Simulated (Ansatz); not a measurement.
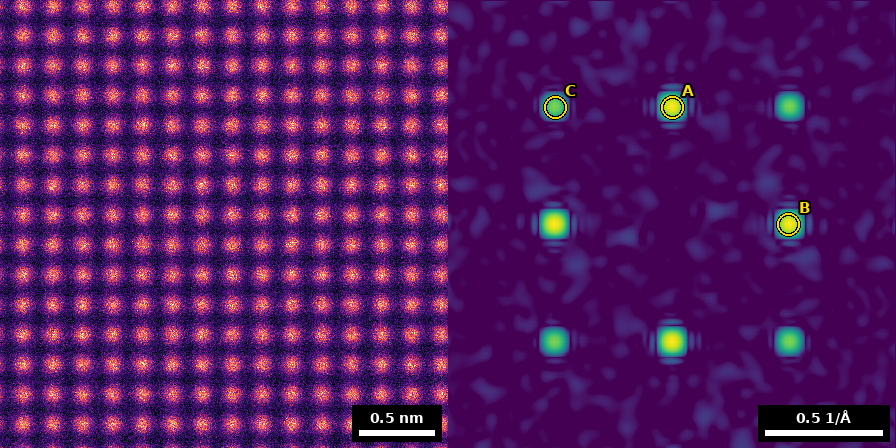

iDPC-like image of Mo (Fm-3m, No. 225) along [001]. Simulated as the projected potential of neutral atoms (B = 0.8 Å²) blurred by a 0.80 Å probe, the thin-sample limit of integrated differential phase contrast. Shot noise was added. Structure: the input geometry of an electronic-structure calculation (not necessarily at equilibrium); the starting structure was generated, so it need not be a known form of this composition.

The right panel is the modulus of the image's Fourier transform on a logarithmic scale.

a = 4.002 Å, b = 4.002 Å, c = 4.002 Å, α = 90.00°, β = 90.00°, γ = 90.00°

> Index the marked spots and give their plane spacings (the zone axis points at the viewer; indices equivalent by symmetry, or all signs reversed, are as good).

A: (0 -2 0), d = 2.00 Å; B: (-2 0 0), d = 2.00 Å; C: (2 -2 0), d = 1.41 Å. A and B enclose 90°, and every spot obeys the zone law hu + kv + lw = 0 for [001].
